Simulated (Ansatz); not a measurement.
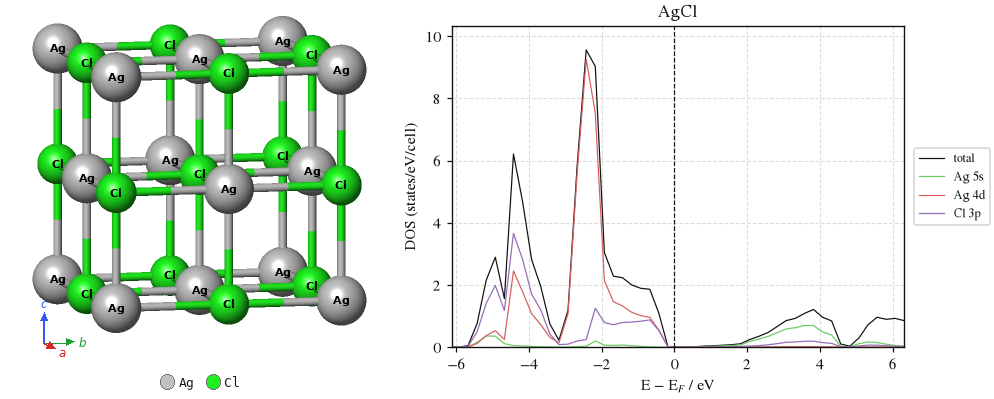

Density of states of AgCl, space group Fm-3m (No. 225), 2 atoms in the cell, beside the structure. Computed with Ansatz: DFT with LDA, PAW plane waves, no spin polarisation, 10×10×10 k mesh, 420 eV cutoff, Fermi-Dirac smearing of 0.1 eV. Energies are counted from the Fermi level, put mid-gap where there is a gap. The partial curves are projected on Löwdin-orthogonalised atomic shells; they sum to less than the total at higher energies, where shells without a projector contribute.

There is a gap; over the k points computed it is 0.61 eV. By projected weight, the top eV of the valence band is Ag 4d (55 %) and Cl 3p (45 %). Over the range shown, the centre of the Ag 4d weight lies 2.5 eV below the valence-band top, and the shell is essentially full. The tallest peak in the window is at −2.4 eV; by projected weight it is Ag 4d almost alone.

The cell is at −6 GPa in this functional.
